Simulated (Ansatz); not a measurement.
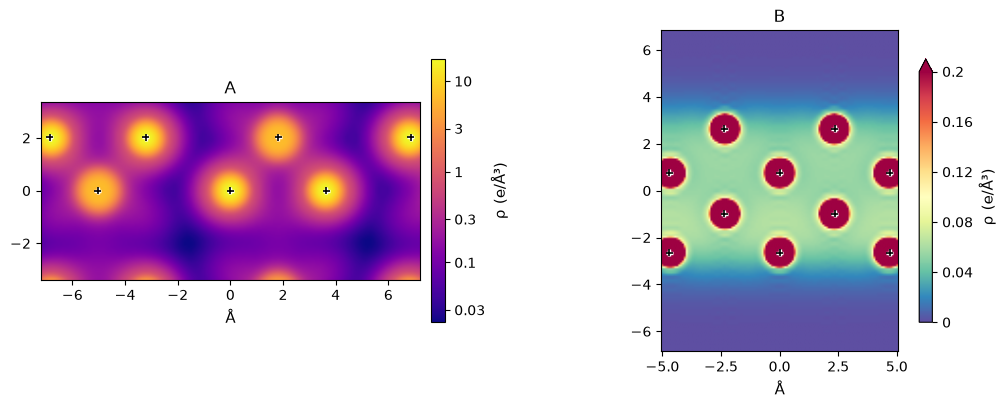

The valence pseudo-density of 2 systems, each on a plane through atoms (crosses mark nuclei in the plane).

Level of theory: DFT PBE+D3(BJ), scalar-relativistic, plane waves, PAW (Ansatz).

System 1: Li (slab), the (11̄0) plane of the calculation cell, a cut from vacuum to vacuum. 

```
Li
1.0
     6.65010    0.00000    0.00000
     0.00000    6.65010    0.00000
     0.00000    0.00000   20.98758
Li
16
Direct
  0.25000 0.75000 0.38118
  0.25000 0.25000 0.38118
  0.75000 0.75000 0.38118
  0.75000 0.25000 0.38118
  0.50000 0.50000 0.46039
  0.50000 0.00000 0.46039
  0.00000 0.50000 0.46039
  0.00000 0.00000 0.46039
  0.75000 0.25000 0.54359
  0.75000 0.75000 0.54359
  0.25000 0.25000 0.54359
  0.25000 0.75000 0.54359
  0.00000 0.00000 0.63348
  0.00000 0.50000 0.63348
  0.50000 0.00000 0.63348
  0.50000 0.50000 0.63348
```

System 2: Te₂Mo, the (110) plane of the conventional cell. Space group P6₃/mmc; computed without spin polarisation.

Match each panel to its system.

Answer. Panel A is system 2, Te₂Mo: the plane holds Te and Mo. Te–Mo (2.72 Å): the density is about 0.45 e/Å³ at the midpoint. Panel B is system 1, Li: the plane holds Li. Li–Li (2.88 Å): the density is about 0.06 e/Å³ at the midpoint.
